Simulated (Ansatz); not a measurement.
Single-point calculation of Ti$_{2}$Co (part 2 of 2)

Continued. System: Ti$_{2}$Co (Fd-3m, 6 atoms in the cell). Method: DFT r2SCAN, scalar-relativistic, plane waves, PAW, spin-polarised (Ansatz 0.2.0); cutoff 500 eV, 10×10×10 k-mesh, Gaussian smearing of 0.1 eV, collinear spins. The structure derives from an entry of the Crystallography Open Database. It belongs to a series of runs on one base structure; here: volume × 0.91.

Geometry of the input (Å; fractional positions):
```
0.0000  3.4541  3.4541
3.4541  0.0000  3.4541
3.4541  3.4541  0.0000
Ti 0.6250  0.6250  0.6250
Ti 0.1250  0.6250  0.6250
Ti 0.6250  0.6250  0.1250
Ti 0.6250  0.1250  0.6250
Co 0.0000  0.0000  0.0000
Co 0.2500  0.2500  0.2500
```

Output, continued
```
--- Stress (GPa, compression-positive) ---
       11.619425      -0.000000      -0.000000
       -0.000000      11.619425       0.000000
        0.000000       0.000000      11.619425
  P = ⅓ Tr σ = 11.6194 GPa (116.194 kbar)
--- Band table (eV; the first three rows and the last of 94) ---
  k-point 0 ↑: bands = ["-83.7012", "-83.6987", "-45.4897", "-45.4897", "-45.4897", "-45.4787", "-45.4787", "-45.4787", "-43.0416", "-42.4648", "-42.4648", "-42.4648", "-19.8897", "-18.6027", "-18.6027", "-18.6027", "-18.1900", "-18.1900", "-17.2853", "-17.2853", "-17.2853", "-17.1255", "-17.1255", "-17.1255", "9.0210", "11.4759", "12.5133", "12.5133", "12.5133", "13.3389", "13.3389", "13.4090", "13.4090", "13.4090", "13.5435", "13.5435", "13.5435", "13.9364", "13.9364", "14.9724", "14.9724", "14.9724", "15.2039", "15.2039", "19.6291", "19.6897", "19.6897", "19.6897", "19.8331", "19.8331", "19.8331", "19.9558", "19.9558"]
  k-point 1 ↑: bands = ["-83.7011", "-83.6988", "-45.4898", "-45.4898", "-45.4896", "-45.4789", "-45.4787", "-45.4787", "-43.0315", "-42.4759", "-42.4649", "-42.4649", "-19.8509", "-18.5941", "-18.5847", "-18.5847", "-18.1817", "-18.1817", "-17.3078", "-17.3078", "-17.2852", "-17.1833", "-17.1329", "-17.1329", "9.1382", "11.5708", "12.5315", "12.5315", "12.5478", "13.1221", "13.3210", "13.3210", "13.3433", "13.3433", "13.7141", "13.7141", "13.7455", "13.9460", "13.9460", "14.9272", "15.0114", "15.0114", "15.2317", "15.2317", "19.1148", "19.2319", "19.2319", "19.5066", "19.6663", "19.6663", "19.6742", "19.9606", "19.9606"]
  k-point 2 ↑: bands = ["-83.7010", "-83.6989", "-45.4900", "-45.4900", "-45.4895", "-45.4792", "-45.4784", "-45.4784", "-43.0029", "-42.5071", "-42.4651", "-42.4651", "-19.7441", "-18.5640", "-18.5378", "-18.5378", "-18.1522", "-18.1522", "-17.3811", "-17.3811", "-17.3474", "-17.2850", "-17.1458", "-17.1458", "9.4799", "11.8096", "12.5835", "12.5835", "12.5944", "12.8333", "13.2329", "13.2329", "13.3566", "13.3566", "13.8639", "13.9414", "13.9414", "14.0513", "14.0513", "14.8072", "15.0671", "15.0671", "15.3956", "15.3956", "18.1643", "18.5122", "18.5122", "18.9255", "19.4883", "19.4883", "19.6339", "19.9315", "19.9315"]
  k-point 46 ↓: bands = ["-81.1807", "-81.1807", "-43.0124", "-43.0124", "-43.0021", "-43.0021", "-42.9929", "-42.9929", "-42.3028", "-42.3028", "-42.0199", "-42.0199", "-18.2962", "-18.2962", "-17.8047", "-17.8047", "-17.4945", "-17.4945", "-17.4638", "-17.4638", "-17.1258", "-17.1258", "-16.7969", "-16.7969", "11.9073", "11.9073", "13.1837", "13.1837", "14.3382", "14.3382", "14.4090", "14.4090", "14.9498", "14.9498", "15.0704", "15.0704", "15.1747", "15.1747", "16.1501", "16.1501", "16.2155", "16.2155", "17.2649", "17.2649", "17.6764", "17.6764", "17.9584", "17.9584", "18.7317", "18.7317", "18.9278", "18.9278", "19.9435"]
--- Löwdin populations: 6 sites ---
  site symbol       q [e]    m [muB]
     0     Ti     11.9646     0.3680
     1     Ti     11.9646     0.3680
     2     Ti     11.9646     0.3680
     3     Ti     11.9646     0.3680
     4     Co     16.6135     1.5856
     5     Co     16.6135     1.5856
  spilling = 0.011155 (of n_electrons = 82.000000)
```

File populations.tsv
```
# site	symbol	l	j	q_up	q_dn
# orbitals = lowdin
# n_electrons = 82.000000
# spilling = 0.011155
0	Ti	0_3S	-	0.938498	0.935805
0	Ti	0_4S	-	0.426646	0.460017
0	Ti	1_3P	-	2.981891	2.980605
0	Ti	2_3D	-	1.819266	1.421851
1	Ti	0_3S	-	0.938498	0.935805
1	Ti	0_4S	-	0.426646	0.460017
1	Ti	1_3P	-	2.981891	2.980605
1	Ti	2_3D	-	1.819266	1.421851
2	Ti	0_3S	-	0.938498	0.935805
2	Ti	0_4S	-	0.426646	0.460017
2	Ti	1_3P	-	2.981891	2.980605
2	Ti	2_3D	-	1.819266	1.421851
3	Ti	0_3S	-	0.938498	0.935805
3	Ti	0_4S	-	0.426646	0.460017
3	Ti	1_3P	-	2.981891	2.980605
3	Ti	2_3D	-	1.819266	1.421851
4	Co	0_3S	-	0.993105	0.993479
4	Co	0_4S	-	0.433145	0.435904
4	Co	1_3P	-	2.998405	2.998691
4	Co	2_3D	-	4.674891	3.085872
5	Co	0_3S	-	0.993105	0.993479
5	Co	0_4S	-	0.433145	0.435904
5	Co	1_3P	-	2.998405	2.998691
5	Co	2_3D	-	4.674891	3.085872
```

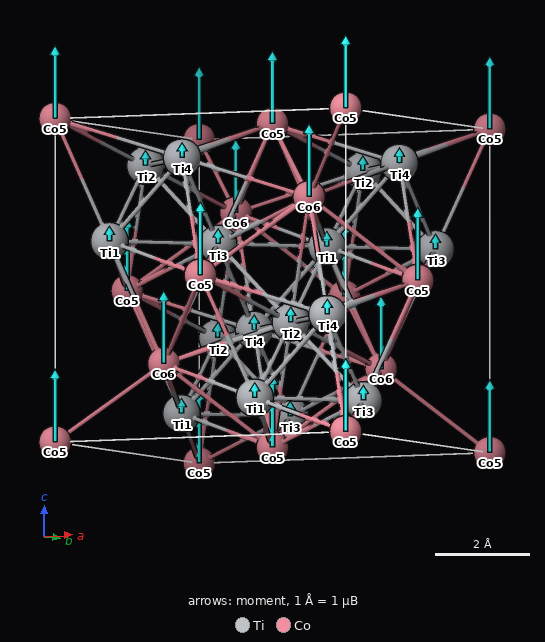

Magnetic moments of the sites as teal arrows (ball-and-stick view of the cell 4 times as large as that of the calculation, set on its symmetry axes, seen at an oblique angle; atoms are numbered from 1 in the order of the input); small moments hardly show. The run is collinear, so the axis drawn is arbitrary. Site moments: Co5, Co6 (1.59 μB); all 4 Ti atoms (0.35 μB). They are counted near the atoms and needn't add up to the moment of the cell.

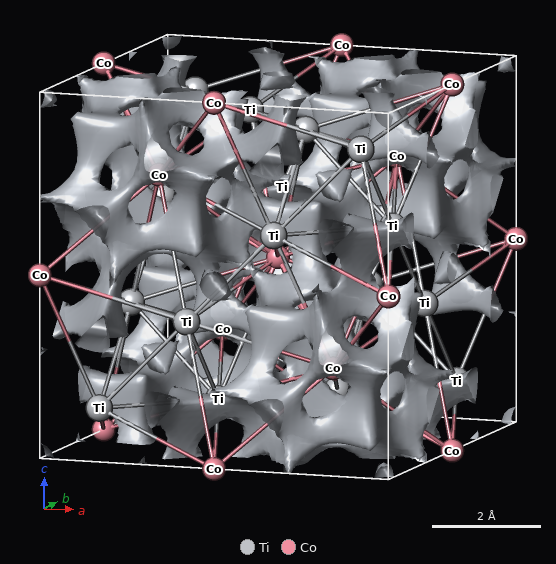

Isosurface of the ELF at 0.4 (grey), seen slightly off an axis. Core shells and regions of very low density are left out. Sticks mark near contacts. The outline is the cell set on symmetry axes. Along the contacts the grid gives the following. Ti–Ti (2.44 Å): the ELF is about 0.15 at the midpoint (no shared electron pair). The fields are those of the smooth PAW valence density.

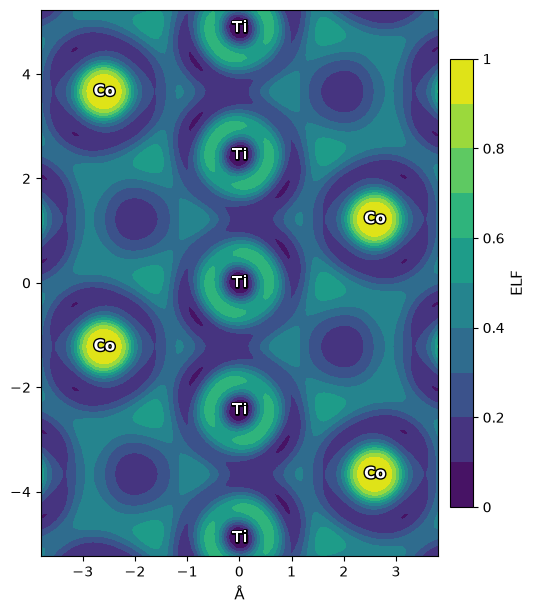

Electron localisation function on the (110) plane of the conventional cell. The section cuts through Ti and Co sites. Ti–Ti (2.44 Å): the ELF is about 0.15 at the midpoint (no localised pair between them). Ti–Co (2.86 Å): the ELF is about 0.35 at the midpoint, as expected for nearly free electrons, as in a simple metal. 5. The strong features right at Ti and Co lie inside the PAW spheres (semicore, d or f shells) and say nothing about bonding.

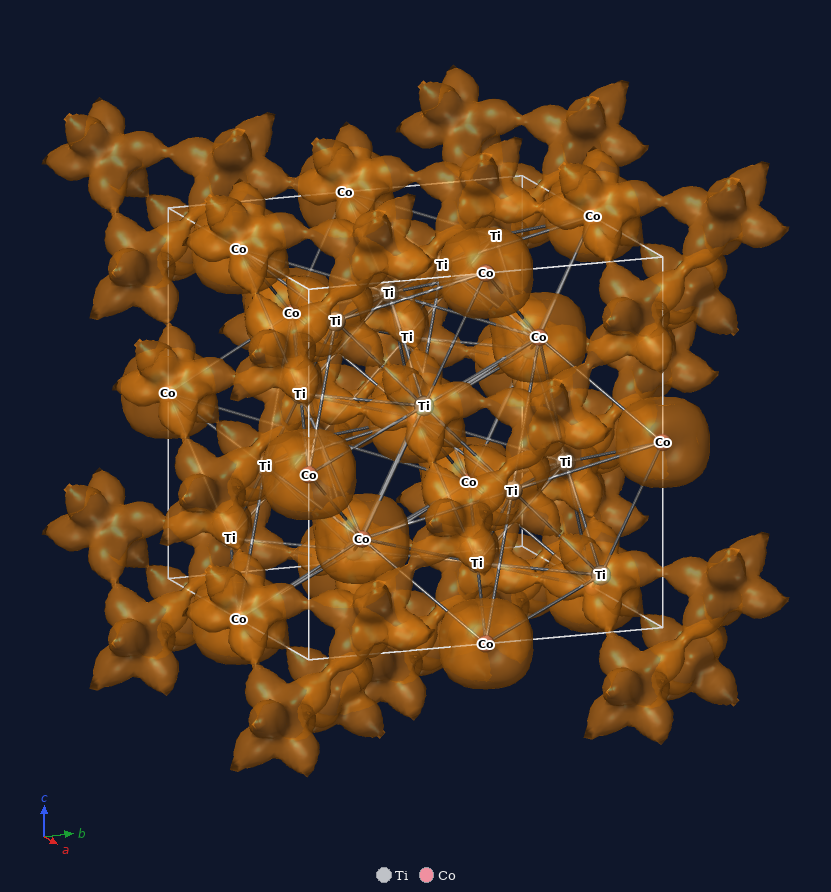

Isosurfaces of the spin density (up minus down) at +0.08 (orange) and −0.08 e/Å³ (purple), seen slightly off an axis. Sticks mark near contacts. The outline is the cell set on symmetry axes. The cell of the calculation (6 atoms) carries 4.4 μB net. Only one sign reaches the isovalue.

Summary

- outcome: converged
- space group (tolerance 0.01 Å): Fd-3m (227)
- electrons treated: 82
- free energy: −20277.3695 eV
- Fermi energy: 15.995 eV
- gap on the k-point mesh: none (metallic)
- net moment of the cell: 4.43 μB
- integrated absolute moment: 5.49 μB
- pressure: 11.62 GPa
- largest force (length of the vector): under 0.001 eV/Å
- hardware: 2 threads of Intel Xeon @ 2.50GHz (Skylake/Cascade Lake), 189 GiB of memory available, shared host
- wall time: 1.7 min (CPU time 3.2 min)
- peak memory: 0.89 GiB

The electronic state found may not be the lowest one. Warnings of the run: the state was not tested for a lower one. The cell is under a pressure of 11.6 GPa at this level, so it is not at its equilibrium volume.
